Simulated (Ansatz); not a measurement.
# Run report: AlNi, geometry relaxation (part 2 of 2)

AlNi (P-1, 4 atoms in the cell); DFT r2SCAN, scalar-relativistic, plane waves, PAW, no spin polarisation (Ansatz 0.2.0); cutoff 500 eV, 12×8×8 k-mesh, Gaussian smearing of 0.15 eV. The structure derives from a Materials Project entry. It belongs to a series of runs on one base structure; here: a zone-boundary wave of random shape, sigma 0.1 A; relaxed back.

Geometry of the input (Å; fractional positions):
```
-2.0224  2.0222  0.0000
2.0224  2.0222  2.8700
2.0224  2.0222  -2.8700
Al 1.0017  0.0059  0.0555
Al 0.9983  0.4941  0.4445
Ni 0.4463  0.4978  1.0266
Ni 0.5537  0.0022  0.4734
```

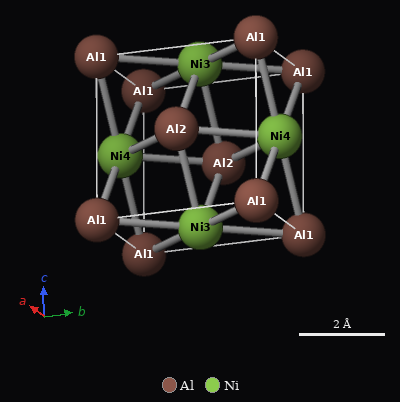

**Figure 1.** The geometry at step 3 of the log (ball-and-stick view of the cell of the calculation, seen at an oblique angle; atoms are numbered from 1 in the order of the input).

### What the program printed, continued
```
SCF iter   1: F=—  HF=-12774.116921 eV  |F-HF|=—  |Δ(HF+E_count)|=         —  Δρ=6.98e-5  dr2=6.48e-8  dr2_τ=3.34e-8  ethr=7.83e-8  ⟨swp⟩=3.8  Hψ=70465  notcnv=0
preconditioner: auto → Kerker (q_TF=auto, 2.678 Å⁻¹)  [metal: Δε(μ)=0.020 eV  Ē_g=7.572 eV  σ=0.150 eV  W_gap=0.07  n_scr=10 (ndim 8)  ℏωp=27.6 eV  f_vac=0.000  D(μ)=1.60/eV (n_scr^D=10)]
SCF iter   2: F=—  HF=-12774.116923 eV  |F-HF|=—  |Δ(HF+E_count)|=   2.07e-6  Δρ=3.56e-5  dr2=2.39e-8  dr2_τ=8.11e-8  ethr=1.54e-10  ⟨swp⟩=2.5  Hψ=18429  notcnv=0
SCF iter   3: F=—  HF=-12774.116924 eV  |F-HF|=—  |Δ(HF+E_count)|=   9.76e-7  Δρ=1.62e-5  dr2=2.69e-8  dr2_τ=1.19e-8  ethr=5.70e-11  ⟨swp⟩=2.0  Hψ=15167  notcnv=0
SCF iter   4: F=—  HF=-12774.116925 eV  |F-HF|=—  |Δ(HF+E_count)|=   1.65e-7  Δρ=1.40e-6  dr2=7.73e-10  dr2_τ=1.80e-11  ethr=5.70e-11  ⟨swp⟩=2.0  Hψ=14052  notcnv=0
SCF iter   5: F=—  HF=-12774.116925 eV  |F-HF|=—  |Δ(HF+E_count)|=  4.55e-11  Δρ=8.73e-7  dr2=1.88e-10  dr2_τ=6.71e-12  ethr=1.84e-12  ⟨swp⟩=2.0  Hψ=14745  notcnv=0
SCF iter   6: F=-12774.116925 eV  HF=-12774.116925 eV  |F-HF|=1.09e-11  |Δ(HF+E_count)|=  1.27e-11  Δρ=2.01e-7  dr2=1.21e-11  dr2_τ=1.61e-13  ethr=1.00e-12  ⟨swp⟩=6.0  Hψ=46528  notcnv=0
SCF 6 converged in 6 iterations: F = -12774.116925 eV  dr2 = 1.21e-11
relax step   6: F+E_penalty+E_count = -12774.11692460 eV  Δ(F+E_penalty+E_count) = +1.763e-6 eV  max|allowed force component| = 1.495e-4 eV/Å  Δτ_max = 0.0000 Å  P = -0.014 GPa  Ω = 46.952 Å³  stress off target by 2.67e-2 GPa  SCF on the basis re-selected at this cell (its energy is not comparable with the rows above)  (6 SCF iters)
```

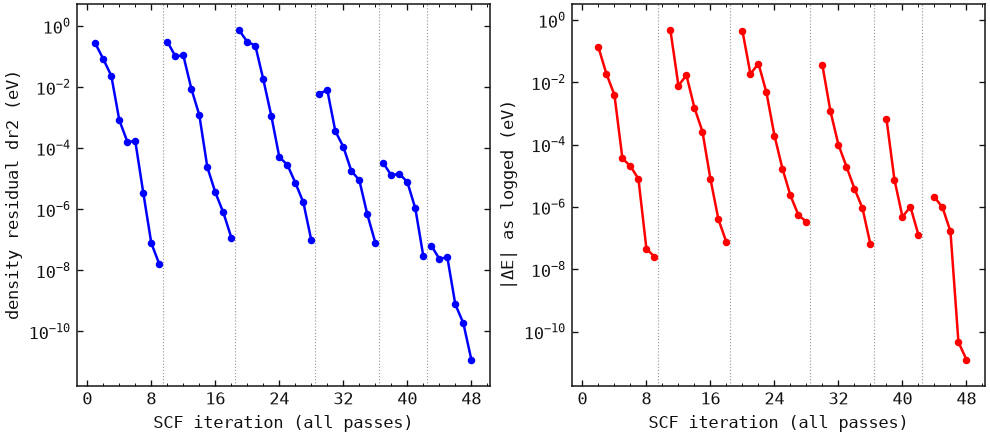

**Figure 2.** Convergence of the self-consistent field: density residual dr2 and size of the energy change against the SCF iteration. The dotted lines part the SCF passes of the relaxation: geometry steps, rejected trials and re-solves on a re-selected basis. The 6 passes take 6 to 10 iterations each, 48 in all.

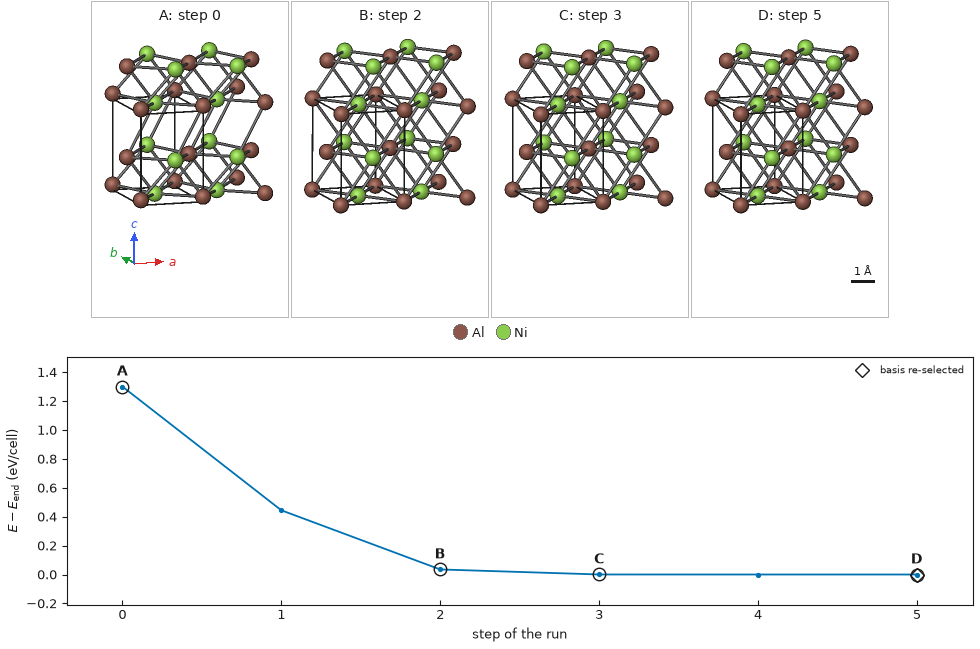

**Figure 3.** Frames of the relaxation (ball-and-stick view of the cell of the calculation, repeated 2 × 1 × 2, seen slightly off an axis) above the curves, on which the letters mark them (the first geometry is step 0 here and step 1 in the log).

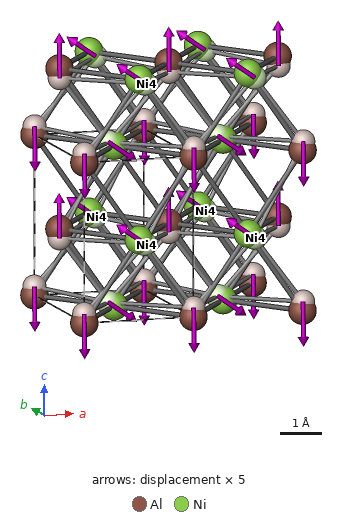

**Figure 4.** Start (faint) and end (solid) with the displacements (without the part carried along by the change of the cell) as pink arrows, magnified 5 times (ball-and-stick view of the cell of the calculation, repeated 2 × 1 × 2, seen slightly off an axis). After 4 geometry steps the energy has fallen by 1.300 eV per cell of the calculation. Largest force component: 2.5 eV/Å at the start, 0.00015 eV/Å at the end. Pressure: 13.55 GPa at the start and −0.01 GPa at the end. The largest moves relative to the cell, 0.23 Å, are those of Al1 and Al2. By element the largest moves are Al 0.23 Å, Ni 0.19 Å. The drawn cell changes at constant volume: a 2.860 → 2.851 Å (−0.3 %), b = c 4.052 → 4.058 Å (+0.2 %), α 90.2° → 90.0°. Distances before and after: Al1–Ni4 2.838 → 2.480 Å, Al1–Ni3 2.603 → 2.480 Å. The space group (tolerance 0.01 Å) goes from P-1 (No. 2) to P4/mmm (No. 123). A last SCF at the same geometry on a re-selected plane-wave basis shifts the energy by +0.0 meV per cell of the calculation. (Atoms are counted from 1 in the order of the input.)

```
basis re-selected at this cell: Δ(F+E_penalty+E_count) = +1.763e-6 eV, ΔP = -0.006 GPa vs the last step (what re-selecting the basis moved, of the pressure what is left beyond the Pulay correction that the steps carried, after the strain that the cell walked since its last selection, with what the two solves' SCF thresholds leave and, on support functions, any second-order correction that the steps lacked; it is no measure of the basis error at this ecutwfc). This SCF's stress stands 2.67e-2 GPa from its target on what of the cell is left free (relax.cell.stress_tol is 1.00e-1 GPa) and its largest allowed force component is 1.50e-4 eV/Å (relax.f_tol is 1.00e-2 eV/Å): within both
SCF converged after 6 iterations
Free energy (F): -12774.116925 eV
Harris-Foulkes:  -12774.116925 eV  (|F-HF|=1.09e-11)
Internal energy: -12774.098924 eV  (E = F + TS)
E sigma→0 (E₀):  -12774.107924 eV
Entropy (-TS):   -0.018000 eV (-4.500 meV/atom)
Fermi energy:    14.181940 eV
--- Per-component energies (eV) ---
  E_band       = -711.512479
  E_kinetic    = 623.338305
  E_local      = -8859.175040  (includes V_loc(G=0)·N_el)
  E_nonlocal   = 1304.346423
  E_hartree    = 3821.679494
  E_xc         = -234.736225
  E_vxc        = -302.723532  (∫ρ·V_xc dr)
  E_paw        = -4241.879743  (= ΣΔE_a)
  E_vpaw       = -1141.532080  (= ΣTr[D̂ρ^β])
  E_aug_tail   = 0.000467  (compensation charges beyond the density's cutoff)
  E_vtau       = 20.874388  (kinetic-family band-sum trace: ∫τ·v_τ [+ j·A + Jᵃ·Aᵃ] dr)
  E_ewald      = -5186.952251
  E_core_change = -0.720353  (= ΣΔE_core)
  E_smearing   = -0.018000  (= −TS)
  E_closure    = 0.000000  (closes the sum)
  Σ components = -12774.116925   (vs F -12774.116925, Δ=0.00e0)
--- Forces (eV/Å), atoms counted from 1 ---
  atom   1  Al    -0.00014955     0.00006563     0.00007299
  atom   2  Al     0.00014955    -0.00006563    -0.00007299
  atom   3  Ni    -0.00001573     0.00003243    -0.00001919
  atom   4  Ni     0.00001573    -0.00003243     0.00001919
  max |Σ_I F_I| component: 0.00e0 eV/Å
--- Stress (GPa, compression-positive) ---
       -0.022447      -0.005314       0.001825
       -0.005314      -0.019924      -0.000317
        0.001825      -0.000317       0.000972
  P = ⅓ Tr σ = -0.0138 GPa (-0.138 kbar)
--- Band table (eV; the first three rows and the last of 388) ---
  k-point 0: bands = ["-92.8272", "-92.8239", "-51.7713", "-51.7713", "-51.7556", "-51.7515", "-51.7481", "-51.7480", "2.2758", "8.5531", "10.5521", "10.7199", "10.7226", "10.9431", "10.9447", "11.9741", "11.9746", "12.5270", "12.5362", "12.5370", "13.1167", "15.7244", "16.9405", "20.0153", "20.0271", "20.2792"]
  k-point 1: bands = ["-92.8270", "-92.8240", "-51.7705", "-51.7705", "-51.7555", "-51.7517", "-51.7490", "-51.7489", "2.4287", "8.2660", "9.9485", "10.7201", "10.7457", "10.9193", "11.3896", "11.9848", "11.9960", "12.4578", "12.5000", "12.5155", "13.2597", "16.0847", "17.3645", "19.0612", "19.4444", "20.4785"]
  k-point 2: bands = ["-92.8267", "-92.8244", "-51.7681", "-51.7679", "-51.7551", "-51.7522", "-51.7516", "-51.7514", "2.8834", "7.2033", "9.8551", "10.7229", "10.7947", "10.8628", "11.6092", "12.0183", "12.0576", "12.2522", "12.4051", "12.4554", "13.6729", "16.4099", "17.6209", "18.4370", "18.9805", "21.0576"]
  k-point 387: bands = ["-92.8237", "-92.8237", "-51.7810", "-51.7810", "-51.7711", "-51.7711", "-51.7437", "-51.7437", "8.5815", "8.5831", "10.5756", "10.5763", "10.9769", "10.9799", "11.0056", "11.0070", "11.9398", "11.9409", "11.9566", "11.9581", "13.1285", "13.1293", "15.7907", "15.7936", "16.9956", "16.9985"]
--- Relaxed structure (5 steps of the walk, 5 accepted, 1 SCFs on fresh bases) ---
  F+E_penalty+E_count = -12774.11692460 eV   max|allowed force component| = 1.495e-4 eV/Å   (the final SCF, on the basis selected at the relaxed cell)
  cell:  # Å, volume = 46.9520 Å³
    - [-2.0157757809576027, 2.015755827599911, 1.6270281549375267e-5]
    - [2.0294757138245076, 2.0294803446480345, 2.86923830039087]
    - [2.02951462303672, 2.029473073996694, -2.869260595389726]
  atoms:
    - { symbol: Al, position: [0.9999925214289677, -2.1180213699435341e-7, 4.2388331114451915e-6] }
    - { symbol: Al, position: [1.0000074785710327, 0.500000211802137, 0.49999576116688854] }
    - { symbol: Ni, position: [0.4999986153740002, 0.49999999452305505, 0.9999959840608899] }
    - { symbol: Ni, position: [0.5000013846260003, 5.476945119653465e-9, 0.5000040159391104] }
```

### Trajectory as extended XYZ (Å, eV, eV/Å), 6 frames, from step=1 to step=6
```
4
Lattice="-2.0224 2.0222 0.0000 2.0224 2.0222 2.8700 2.0224 2.0222 -2.8700" Properties=species:S:1:pos:R:3:forces:R:3 step=1 energy=-12772.81650 pressure_GPa=13.55
Al   -1.9017    2.1498   -0.1424   -2.4404  -1.8414   2.3711
Al   -0.1207    3.9167    0.1424    2.4404   1.8414  -2.3711
Ni    2.1803    3.9850   -1.5179   -2.4967  -0.0348   2.1263
Ni   -0.1580    2.0815   -1.3521    2.4967   0.0348  -2.1263
4
Lattice="-2.0084 2.0386 -0.0267 2.0277 2.0199 2.8788 1.9178 1.9859 -2.7774" Properties=species:S:1:pos:R:3:forces:R:3 step=2 energy=-12773.67242 pressure_GPa=10.25
Al   -1.9609    2.1093   -0.0910   -1.2505  -1.0459   1.2590
Al   -0.0831    3.9707    0.0881    1.2505   1.0459  -1.2590
Ni    2.0089    3.9857   -1.3988   -1.3719  -0.0348   1.2065
Ni   -0.1268    2.0417   -1.3547    1.3719   0.0348  -1.2065
4
Lattice="-2.0501 2.0619 -0.0104 2.0516 2.0486 2.9116 2.0154 2.0421 -2.8815" Properties=species:S:1:pos:R:3:forces:R:3 step=3 energy=-12774.08185 pressure_GPa=-5.56
Al   -2.0494    2.0614   -0.0097   -0.0118  -0.0027   0.0073
Al   -0.0172    4.1078    0.0039    0.0118   0.0027  -0.0073
Ni    2.0195    4.0978   -1.4327   -0.0229   0.0003   0.0132
Ni   -0.0207    2.0515   -1.4442    0.0229  -0.0003  -0.0132
4
Lattice="-2.0237 2.0232 0.0005 2.0233 2.0234 2.8636 2.0253 2.0240 -2.8654" Properties=species:S:1:pos:R:3:forces:R:3 step=4 energy=-12774.11666 pressure_GPa=0.10
Al   -2.0240    2.0232    0.0008    0.0012  -0.0010  -0.0003
Al    0.0008    4.0468   -0.0007   -0.0012   0.0010   0.0003
Ni    2.0254    4.0476   -1.4337   -0.0013  -0.0014   0.0016
Ni    0.0005    2.0233   -1.4321    0.0013   0.0014  -0.0016
4
Lattice="-2.0158 2.0158 0.0000 2.0295 2.0295 2.8692 2.0295 2.0295 -2.8693" Properties=species:S:1:pos:R:3:forces:R:3 step=5 energy=-12774.11693 pressure_GPa=-0.01
Al   -2.0158    2.0157    0.0000   -0.0002   0.0000   0.0001
Al    0.0137    4.0452    0.0000    0.0002   0.0000  -0.0001
Ni    2.0364    4.0521   -1.4346    0.0000   0.0000   0.0000
Ni    0.0069    2.0226   -1.4346    0.0000   0.0000   0.0000
4
Lattice="-2.0158 2.0158 0.0000 2.0295 2.0295 2.8692 2.0295 2.0295 -2.8693" Properties=species:S:1:pos:R:3:forces:R:3 step=6 energy=-12774.11693 pressure_GPa=-0.01
Al   -2.0158    2.0157    0.0000   -0.0001   0.0001   0.0001
Al    0.0137    4.0452    0.0000    0.0001  -0.0001  -0.0001
Ni    2.0364    4.0521   -1.4346    0.0000   0.0000   0.0000
Ni    0.0069    2.0226   -1.4346    0.0000   0.0000   0.0000
```

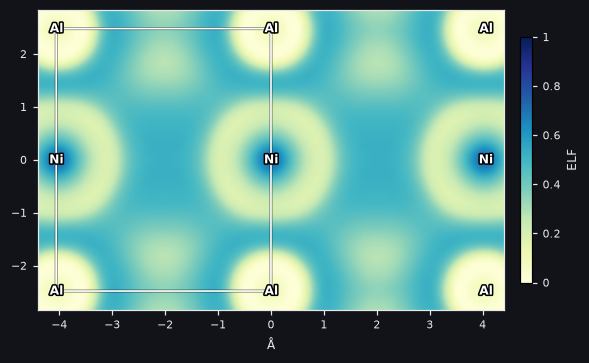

**Figure 5.** Electron localisation function on the (101̄) plane of the calculation cell. Al–Ni (2.48 Å): the ELF is about 0.40 at the midpoint, which marks metallic bonding. The strong features right at Ni lie inside the PAW spheres (semicore, d or f shells) and say nothing about bonding. The fields are those of the smooth PAW valence density.

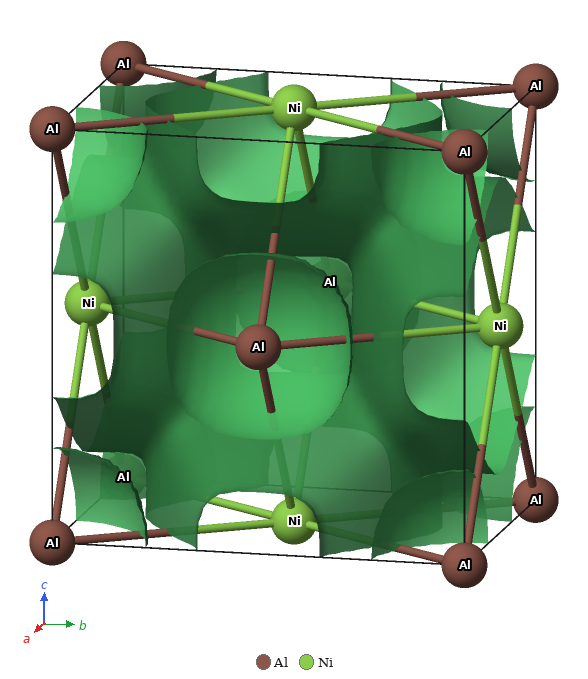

**Figure 6.** Isosurface of the ELF at 0.45 (green), seen slightly off an axis. Core shells and regions of very low density are left out. Sticks mark near contacts. The outline is the calculation cell. The ELF exceeds this value in one network that runs through the whole crystal, counted in one cell of 4 atoms. Profiles from the grid: Al–Ni (2.48 Å): the ELF is about 0.40 at the midpoint, as expected for metallic bonding.

### Key numbers

```tsv
quantity	value
outcome	converged
space group (tolerance 0.01 Å)	P-1 (2) → P4/mmm (123)
electrons treated	42
free energy	−12774.1169 eV
Fermi energy	14.182 eV
gap on the k-point mesh	none (metallic)
pressure	−0.01 GPa
final volume	46.95 Å³
largest force (length of the vector) at the end	under 0.001 eV/Å
final cell	a = 2.851 Å, b = 4.058 Å, c = 4.058 Å, α = 89.98°, β = 90.00°, γ = 90.00°
wall time	3.3 min (CPU time 6.5 min)
peak memory	0.87 GiB
```

### Remarks

The run has no spin polarisation, so a magnetic state may lie lower.
